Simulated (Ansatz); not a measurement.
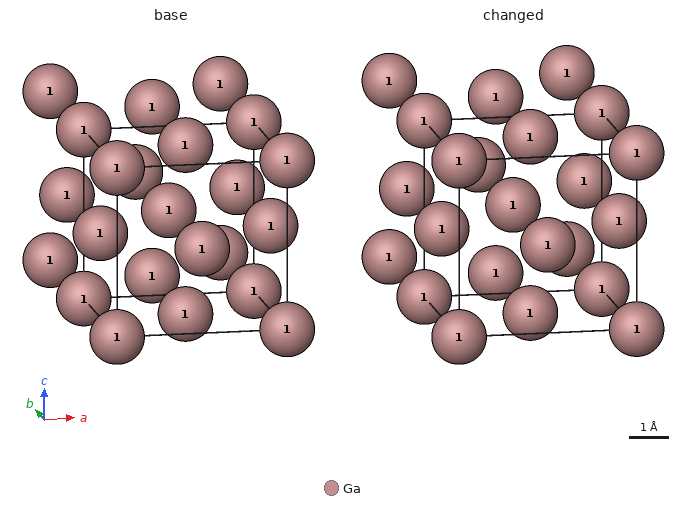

Left: a symmetric starting cell of Ga (made from another compound by putting Ga in place of Tl). Right: the same structure after one change, at the same scale. The picture is a spheres-only view of the conventional cell (4 times the calculation's cell), repeated 1 × 2 × 1 with one cell outlined, seen slightly off an axis. Lengths and directions refer to the drawn axes.

Theory: DFT PBE, scalar-relativistic, plane waves, PAW (Ansatz). Settings: plane-wave cutoff 420 eV; k-point mesh 16 × 16 × 16; occupations gaussian; smearing width 0.1 eV; no spin polarisation.

Q: What was changed?

A: All lengths are scaled by +4.3 % (volume +13.5 %), the atoms keeping their fractional coordinates. No relaxation follows. The starting cell wasn't computed here and needn't be at equilibrium, so pressure and forces aren't due to the change alone.

Q: How do the computed properties respond?

A: Near-neighbour distances before and after: Ga–Ga 3.156 → 3.292 Å. The space group stays Fm-3m (No. 225). The pressure is −7.1 GPa (not all of it need come from the change, since the unchanged cell can be under pressure at this level too). All forces vanish by symmetry.
